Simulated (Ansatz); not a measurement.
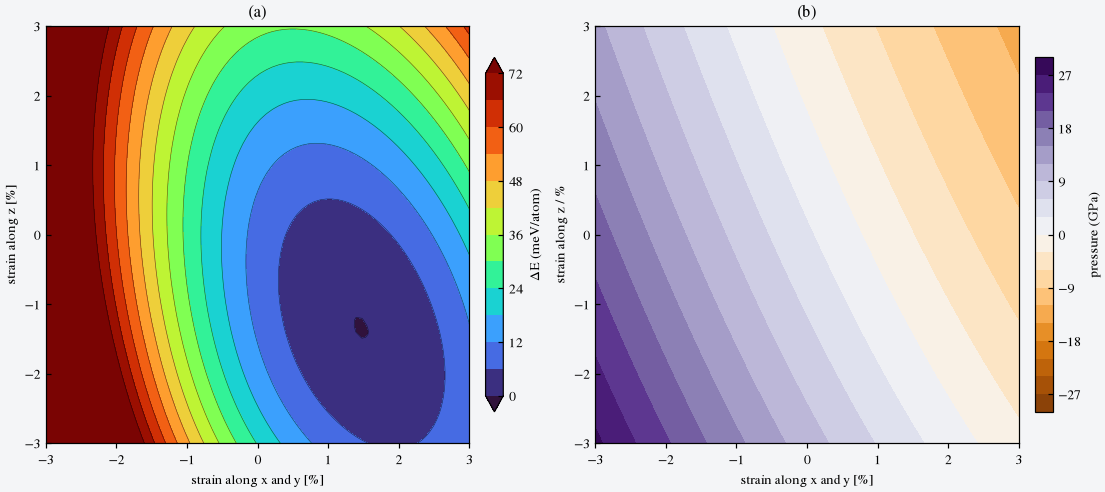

Mo (P6/mmm, No. 191; 1 atom in the cell). 
- The cell is strained homogeneously, by one strain along x and y and another along z, with fractional coordinates fixed (x along [1 0 0], z along [0 0 1] of the conventional cell).
- Coordinates scanned: (1) strain along x and y; (2) strain along z.
- The scan uses a 5 × 5 grid.
- Energies: meV/atom, counted from the lowest grid point.
- The reference cell is the one listed in the database, not relaxed at this level.
- Method: DFT PBE, scalar-relativistic, plane waves, PAW (Ansatz 0.2.0). Settings: cutoff 420 eV, k-mesh 21×21×18 in the order of the run's cell vectors, gaussian smearing 0.15 eV, no spin polarisation.

Panel (a) is the energy; panel (b) is the computed pressure, in GPa.

In the figure: filled contours, one colour for all values above the top of the scale. Between grid points the surface is interpolated.

**How does the pressure vary over the map, and what is it at the lowest grid point?**

It runs from −13.0 GPa at strain along x and y = 3.0 %, strain along z = 3.0 % to 27.7 GPa at strain along x and y = −3.0 %, strain along z = −3.0 %. At the lowest grid point, strain along x and y = 1.5 %, strain along z = −1.5 %, it is 0.1 GPa.
